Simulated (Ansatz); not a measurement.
## IrO2: band-structure calculation (part 1 of 2)

The run: band-structure calculation of IrO2 (P4₂/mnm, 6 atoms in the cell). Method and program: DFT, PBEsol, PAW with Ansatz's default frozen-core files, scalar-relativistic, no spin polarisation (Ansatz 0.2.0).

The structure derives from an entry of the Crystallography Open Database. It belongs to a series of runs on one base structure; here: PAW files in place of LAPW. Figures and captions count atoms from 1; the log counts them from 0 in places.

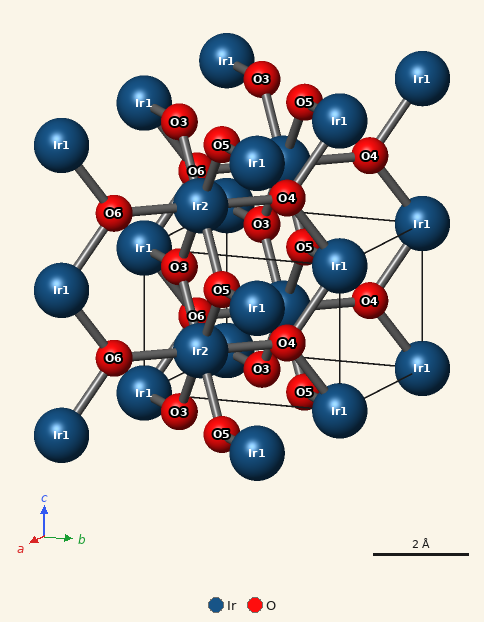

Fig. 1: The input geometry (ball-and-stick view of the cell of the calculation, repeated 2 × 1 × 2, seen slightly off an axis; atoms are numbered from 1 in the order of the input). An atom can appear more than once, as a periodic image.

The input
```yaml
crystal:
  lattice:
    - [4.499, 0.0, 0.0]
    - [0.0, 4.499, 0.0]
    - [0.0, 0.0, 3.146]
  atoms:
    - { symbol: Ir, position: [0.0, 0.0, 0.0] }
    - { symbol: Ir, position: [0.5, 0.5, 0.5] }
    - { symbol: O, position: [0.311, 0.311, 0.0] }
    - { symbol: O, position: [0.189, 0.811, 0.5] }
    - { symbol: O, position: [0.689, 0.689, 0.0] }
    - { symbol: O, position: [0.811, 0.189, 0.5] }
kpoints:
  mp_grid: { grid: [8, 8, 11] }
  band_path:
    path:
      - [0.0, 0.0, 0.0]
      - [0.0, 0.5, 0.0]
      - [0.5, 0.5, 0.0]
      - [0.0, 0.0, 0.0]
      - [0.0, 0.0, 0.5]
      - [0.0, 0.5, 0.5]
      - [0.5, 0.5, 0.5]
      - [0.0, 0.0, 0.5]
      - [0.0, 0.5, 0.0]
    npoints: 14
scf:
  occupations: { method: fermi_dirac, width: 0.05 }
hamiltonian:
  xc: pbesol
  pseudopotentials: { kind: paw }
output:
  forces: true
  stress: true
  eigenvalues: true
  efg: { contact_densities: true }
  populations: true
  bader: true
  dos: { projected: true, de: 0.2, e_range: [-14, 8] }
  write_density: true
  write_potential: true
  elf: true
  volumetric_format: npy
```

Run as:
```bash
ansatz run input.yaml --threads 2 --pin off --max-ram 8192MiB --backend cpu --events-out ev --progress --plain --runs-dir out
```

What the program printed
```
Ir: output.efg is read without spin–orbit coupling, which moves field gradients at and beside such atoms by some per cent and up to a factor of two; PAW files take it under magnetization.noncollinear and magnetization.spin_orbit
Engine: ansatz 0.2.0, aarch64-unknown-linux-gnu
Pseudopotentials: kind: paw
Pseudopotential: Ir, paw, valence charge 17, recommended cutoff 420 eV (normal), Ir.paw.azcp
Pseudopotential: O, paw, valence charge 6, recommended cutoff 420 eV (normal), O.paw.azcp
Functional definition: PBEsol
  exchange = pbesol_x
  correlation = pbesol_c
Crystal: 6 atoms, lattice volume = 63.678 Å³
Basis set: ecut = 420 eV, 1243 PW (Γ), exchange–correlation on 64×64×48 points (8 copies of the dense FFT grid, shifted against one another)
Bands: 35, of which v1, the nominal top of the filled ones, is band 29 counted from 1 (28 counted from 0)
Symmetry: 16 space group operations
Space group: P42/mnm (ITA 136), of the structure as read, at distance tolerance 4.0e-5 Å
k-points: 90 of 704
Non-local potential: Ir, projectors of the file, l = 0: 3, l = 1: 2, l = 2: 2, l = 3: 1
Non-local potential: O, projectors of the file, l = 0: 2, l = 1: 2, l = 2: 1
PAW form: soft (Blöchl's): semilocal exchange-correlation on the pseudo side does not see the compensation charge
PAW frozen core: Ir, regenerated for the run's functional, and the local potential with it (the file was generated under x = pbe(κ = 0.804, μ = 0.2195149727645171), c = pbe(β = 0.06672455060314922))
PAW frozen core: O, regenerated for the run's functional, and the local potential with it (the file was generated under x = pbe(κ = 0.804, μ = 0.2195149727645171), c = pbe(β = 0.06672455060314922))
PAW one-centre angular grid: Ir, 590 points (default); XC on 64 Gauss nodes
PAW one-centre angular grid: O, 110 points (default); XC on 64 Gauss nodes
Initial density: superposition of atomic densities (neutral atoms: chi_scale 0, normalization atom), corrected by the library's trained network
Initial wavefunctions: pseudopotential atomic-orbital guess
Functional: x = pbesol(κ = 0.804, μ = 0.12345679012345678), c = pbesol(β = 0.046)
SCF iter   1: F=—  HF=-25836.544001 eV  |F-HF|=—  |Δ(HF+E_count)|=         —  Δρ=1.96e-2  dr2=1.92e-1  ethr=1.77e-3  ⟨swp⟩=5.8  Hψ=11932  notcnv=0  defer=7
preconditioner: auto → LDOS  [metal: Δε(μ)=0.008 eV  Ē_g=11.088 eV  σ=0.050 eV  W_gap=0.04  n_scr=18 (ndim 8)  ℏωp=30.2 eV  f_vac=0.033  D(μ)=2.84/eV (n_scr^D=30)  β→1.0]
SCF iter   2: F=—  HF=-25836.509102 eV  |F-HF|=—  |Δ(HF+E_count)|=   3.49e-2  Δρ=1.14e-2  dr2=3.00e-2  ethr=3.30e-4  ⟨swp⟩=2.0  Hψ=6157  notcnv=0  defer=72
SCF iter   3: F=—  HF=-25836.500912 eV  |F-HF|=—  |Δ(HF+E_count)|=   8.19e-3  Δρ=3.54e-3  dr2=6.36e-3  ethr=5.17e-5  ⟨swp⟩=2.0  Hψ=5430  notcnv=0  defer=72
SCF iter   4: F=—  HF=-25836.499764 eV  |F-HF|=—  |Δ(HF+E_count)|=   1.15e-3  Δρ=8.69e-4  dr2=4.24e-4  ethr=1.10e-5  ⟨swp⟩=2.5  Hψ=4923  notcnv=0  defer=72
SCF iter   5: F=—  HF=-25836.499657 eV  |F-HF|=—  |Δ(HF+E_count)|=   1.07e-4  Δρ=1.34e-4  dr2=6.63e-6  ethr=7.31e-7  ⟨swp⟩=2.2  Hψ=4744  notcnv=0  defer=72
SCF iter   6: F=—  HF=-25836.499566 eV  |F-HF|=—  |Δ(HF+E_count)|=   9.11e-5  Δρ=2.17e-5  dr2=1.21e-7  ethr=1.14e-8  ⟨swp⟩=2.1  Hψ=4897  notcnv=0  defer=72
SCF iter   7: F=-25836.499566 eV  HF=-25836.499566 eV  |F-HF|=9.02e-10  |Δ(HF+E_count)|=   7.50e-8  Δρ=4.10e-6  dr2=7.26e-9  ethr=1.72e-10  ⟨swp⟩=11.6  Hψ=20406  notcnv=0
SCF 1 converged in 7 iterations: F = -25836.499566 eV  dr2 = 7.26e-9
  greatest PAW one-centre occupation: 1.000 electrons in one spin orbital (limit 2), on the Ir atom at site 1 (counted from 0), in its partial waves of l = 0
NSCF: frozen V_eff on 113 k-points
SCF converged after 7 iterations
Free energy (F): -25836.499566 eV
Harris-Foulkes:  -25836.499566 eV  (|F-HF|=9.02e-10)
Internal energy: -25836.476389 eV  (E = F + TS)
E sigma→0 (E₀):  -25836.487977 eV
Entropy (-TS):   -0.023177 eV (-3.863 meV/atom)
Fermi energy:    14.487033 eV
--- Per-component energies (eV) ---
  E_band       = -461.105569
  E_kinetic    = 1939.026716
  E_local      = -4456.171226  (includes V_loc(G=0)·N_el)
  E_nonlocal   = 346.576034
  E_hartree    = 1642.508642
  E_xc         = -818.187155
  E_vxc        = -965.279003  (∫ρ·V_xc dr)
  E_paw        = -18786.114114  (= ΣΔE_a)
  E_vpaw       = -610.281472  (= ΣTr[D̂ρ^β])
  E_aug_tail   = 0.010048  (compensation charges beyond the density's cutoff)
  E_ewald      = -5704.797054
  E_core_change = 0.671721  (= ΣΔE_core)
  E_smearing   = -0.023177  (= −TS)
  E_closure    = 0.000000  (closes the sum)
  Σ components = -25836.499566   (vs F -25836.499566, Δ=0.00e0)
--- Forces (eV/Å), atoms counted from 1 ---
  atom   1  Ir     0.00000000     0.00000000     0.00000000
  atom   2  Ir     0.00000000     0.00000000     0.00000000
  atom   3  O     -0.38647439    -0.38647439     0.00000000
  atom   4  O      0.38647439    -0.38647439     0.00000000
  atom   5  O      0.38647439     0.38647439     0.00000000
  atom   6  O     -0.38647439     0.38647439     0.00000000
  max |Σ_I F_I| component: 1.67e-16 eV/Å
--- Stress (GPa, compression-positive) ---
       -3.946987       0.000000       0.000000
        0.000000      -3.946987       0.000000
        0.000000       0.000000       2.148711
  P = ⅓ Tr σ = -1.9151 GPa (-19.151 kbar)
--- PAW observables at the nuclei: V_zz in 10²¹ V/m², potentials from the cell's mean, atoms counted from 1 ---
  atom   1  Ir V_zz =   -15.365066   η = 0.1358   by run symmetry: allowed
            electrostatic potential = -15783.134527 V   contact ρ = 11152017.550223 e/Å³
  atom   2  Ir V_zz =   -15.365066   η = 0.1358   by run symmetry: allowed
            electrostatic potential = -15783.134527 V   contact ρ = 11152017.550223 e/Å³
  atom   3  O  V_zz =    -9.559812   η = 0.1927   by run symmetry: allowed
            electrostatic potential = -629.180567 V   contact ρ = 2143.078662 e/Å³
  atom   4  O  V_zz =    -9.559812   η = 0.1927   by run symmetry: allowed
            electrostatic potential = -629.180567 V   contact ρ = 2143.078662 e/Å³
  atom   5  O  V_zz =    -9.559812   η = 0.1927   by run symmetry: allowed
            electrostatic potential = -629.180567 V   contact ρ = 2143.078662 e/Å³
  atom   6  O  V_zz =    -9.559812   η = 0.1927   by run symmetry: allowed
            electrostatic potential = -629.180567 V   contact ρ = 2143.078662 e/Å³
--- Band table (eV; the first three rows and the last of 90) ---
  k-point 0: bands = ["-78.9331", "-78.9315", "-35.8876", "-35.8876", "-35.8226", "-35.8063", "-35.6330", "-35.6330", "-6.8320", "-5.6124", "-4.4153", "-4.4153", "4.4734", "4.7182", "6.2649", "6.2649", "6.4789", "9.2235", "9.4570", "9.4570", "10.7607", "11.4717", "11.4717", "11.8683", "11.9615", "12.0244", "12.0244", "12.2799", "12.3180", "15.2067", "15.7427", "18.5253", "18.8448", "18.8448", "20.2047"]
  k-point 1: bands = ["-78.9329", "-78.9313", "-35.8868", "-35.8868", "-35.8319", "-35.8163", "-35.6317", "-35.6317", "-6.7459", "-5.5603", "-4.4680", "-4.4680", "4.5901", "4.8064", "6.3343", "6.3343", "6.5667", "8.8797", "9.5256", "9.5256", "10.2218", "10.9276", "10.9276", "12.0155", "12.1244", "12.2276", "12.4119", "12.5834", "12.5834", "15.4116", "15.6518", "18.5913", "18.5913", "18.7327", "20.0659"]
  k-point 2: bands = ["-78.9321", "-78.9308", "-35.8848", "-35.8848", "-35.8568", "-35.8432", "-35.6283", "-35.6283", "-6.5038", "-5.4259", "-4.6059", "-4.6059", "4.9271", "5.0521", "6.5253", "6.5253", "6.8275", "8.1228", "9.3097", "9.6645", "9.6645", "10.2826", "10.2826", "11.6401", "12.2254", "12.5165", "12.6587", "13.3066", "13.3066", "15.3908", "15.9161", "18.0511", "18.0511", "18.8840", "20.0926"]
  k-point 89: bands = ["-78.9294", "-78.9294", "-35.9326", "-35.9326", "-35.8787", "-35.8787", "-35.6177", "-35.6177", "-5.1862", "-5.1862", "-5.1294", "-5.1294", "6.0524", "6.0524", "6.4580", "6.4580", "6.9405", "6.9405", "8.7341", "8.7341", "10.1163", "10.1163", "11.0408", "11.0408", "12.6425", "12.6425", "13.1760", "13.1760", "14.0311", "14.0311", "16.8787", "16.8787", "17.5837", "17.5837", "23.4990"]
--- Löwdin populations: 6 sites ---
  site symbol       q [e]
     0     Ir     15.6068
     1     Ir     15.6068
     2      O      6.6348
     3      O      6.6348
     4      O      6.6348
     5      O      6.6348
  spilling = 0.004262 (of n_electrons = 58.000000)
--- Bader charges: 6 sites ---
  site symbol  charge [e]  shift [e]
     0     Ir      1.7428     0.0014
     1     Ir      1.7428     0.0014
     2      O     -0.8714     0.0007
     3      O     -0.8714     0.0007
     4      O     -0.8714     0.0007
     5      O     -0.8714     0.0007
  estimated error of the sums over rays = 2.9e-4 e
```

File bader_charges.tsv
```
# site	symbol	x_ang	y_ang	z_ang	partial_charge_e	electrons	volume_ang3	relative_density_drop	shared_charge_e	partial_wave_shift_e
# quadrature_error_electrons = 2.9e-4
0	Ir	0.0000	0.0000	0.0000	1.74283	75.25717	12.31	-	1.74283	0.00142
1	Ir	2.2495	2.2495	1.5730	1.74283	75.25717	12.31	-	1.74283	0.00142
2	O	1.3992	1.3992	0.0000	-0.87141	8.87141	9.77	-	-0.87141	0.00071
3	O	0.8503	3.6487	1.5730	-0.87142	8.87142	9.77	-	-0.87142	0.00071
4	O	3.0998	3.0998	0.0000	-0.87142	8.87142	9.77	-	-0.87142	0.00071
5	O	3.6487	0.8503	1.5730	-0.87141	8.87141	9.77	-	-0.87141	0.00071
```

File dos.tsv
```
# E-E_F[eV]	g_bin_mean(E)[states/eV]	N(E)
# format = ansatz-dos/2
# fermi_ev = 14.487033
# fermi_mp_grid = 8 8 11
# fermi_mp_shift = 0 0 0
# tetrahedron_fermi_ev = 14.480348
# g_bin_mean(E): the states in a bin one row spacing wide, centred on E, divided by that spacing. States that the method places at a single energy (under output.dos.method: tetrahedron, those of a tetrahedron whose four corners have one energy) are counted whole in the row whose bin holds that energy (on the edge of two bins, in the lower row). The sum of g_bin_mean over a run of rows, times the row spacing, is the number of states from half a spacing under the first of them to half a spacing over the last (a plain sum, not the trapezoid rule).
-14.000000	0.000000e0	2.400000e1
-13.800000	0.000000e0	2.400000e1
-13.600000	0.000000e0	2.400000e1
-13.400000	0.000000e0	2.400000e1
-13.200000	0.000000e0	2.400000e1
-13.000000	0.000000e0	2.400000e1
-12.800000	0.000000e0	2.400000e1
-12.600000	0.000000e0	2.400000e1
-12.400000	0.000000e0	2.400000e1
-12.200000	0.000000e0	2.400000e1
-12.000000	0.000000e0	2.400000e1
-11.800000	0.000000e0	2.400000e1
-11.600000	0.000000e0	2.400000e1
-11.400000	0.000000e0	2.400000e1
-11.200000	0.000000e0	2.400000e1
-11.000000	0.000000e0	2.400000e1
-10.800000	0.000000e0	2.400000e1
-10.600000	0.000000e0	2.400000e1
-10.400000	0.000000e0	2.400000e1
-10.200000	0.000000e0	2.400000e1
-10.000000	1.875908e-2	2.400001e1
-9.800000	8.032077e-1	2.404689e1
-9.600000	1.280846e0	2.428597e1
-9.400000	1.467191e0	2.456593e1
-9.200000	1.596119e0	2.486817e1
-9.000000	1.878537e0	2.521257e1
-8.800000	3.175404e0	2.563860e1
-8.600000	5.195036e0	2.659703e1
-8.400000	3.935196e0	2.748443e1
-8.200000	7.755366e0	2.840051e1
-8.000000	9.189967e0	3.053354e1
-7.800000	3.200630e0	3.167259e1
-7.600000	1.273235e0	3.203543e1
-7.400000	2.251927e0	3.233819e1
-7.200000	3.045357e0	3.293265e1
-7.000000	2.653601e0	3.346730e1
-6.800000	3.146252e0	3.405596e1
-6.600000	3.165967e0	3.469947e1
-6.400000	2.746129e0	3.529102e1
```
